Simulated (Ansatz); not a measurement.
System: Sc, space group Fd-3m (No. 227) (one of a set of cubic test structures, which need not be the stable phase).

One of the inputs:
```
crystal:
  lattice:
    - [0.0, 3.252933997425, 3.252933997425]
    - [3.252933997425, 0.0, 3.252933997425]
    - [3.252933997425, 3.252933997425, 0.0]
  atoms:
    - { symbol: Sc, position: [0, 0, 0] }
    - { symbol: Sc, position: [0.25, 0.25, 0.25] }
kpoints:
  mp_grid: { grid: [29, 29, 29] }
hamiltonian:
  xc: pbe
  pseudopotentials: { kind: paw }
scf:
  occupations: { method: fermi_dirac, width: 0.061225619053 }
output:
  forces: true
  stress: true
```

Command:
```bash
ansatz run input.yaml --threads 2
```

How it was computed, with Ansatz 0.2.0 development build: equation of state of a cubic crystal from periodic Kohn-Sham density functional theory without spin, third-order Birch-Murnaghan fit to the free energies; pressure corrected for the finite basis. Level: PBE.

- structure type: diamond
- atoms in cell: 2
- space group number: 227
- lattice centring: face-centred primitive
- k mesh: 29×29×29
- occupation method: Fermi–Dirac
- occupation width: 0.06123 eV
- wave cutoff: 420 eV
- datasets: soft-1 PAW
- density tolerance: 1e−07 eV
- bands: 15
- density cutoff ratio: 4
- search for lower states: default

What does the calculation give for the energy above the lowest point and pressure against volume? The volume takes the values 32.36, 33.04, 33.73, 34.42, 35.11, 35.80, 36.49 Å³/atom.

A third-order Birch–Murnaghan fit gives V0 = 34.47 Å³/atom, B0 = 8.44 GPa and B′ = 5.6. The energy above the lowest point is 3.93 meV/atom at volume 32.36 Å³/atom and 2.72 meV/atom at 36.49 Å³/atom; the lowest computed point is at volume 34.42 Å³/atom (0.00 meV/atom). The pressure falls from 0.65 GPa at volume 32.36 Å³/atom to −0.42 GPa at 36.49 Å³/atom, and changes sign near 34.47 Å³/atom.

```csv
volume (Å³/atom),energy above the lowest point (meV/atom),pressure (GPa)
32.36,3.93,0.65
33.04,1.69,0.40
33.73,0.43,0.19
34.42,0.00,0.01
35.11,0.28,-0.14
35.80,1.21,-0.29
36.49,2.72,-0.42
```

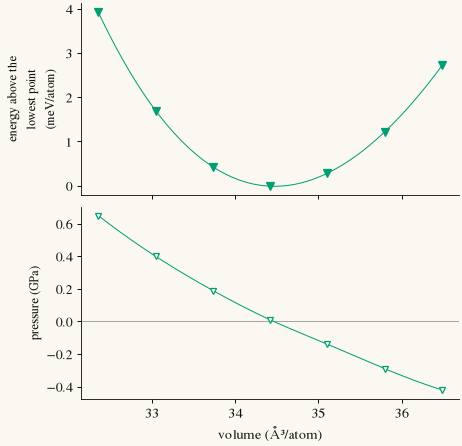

Note: cubic model structure, not the ambient form; no spin polarisation, a magnetic state may lie lower.
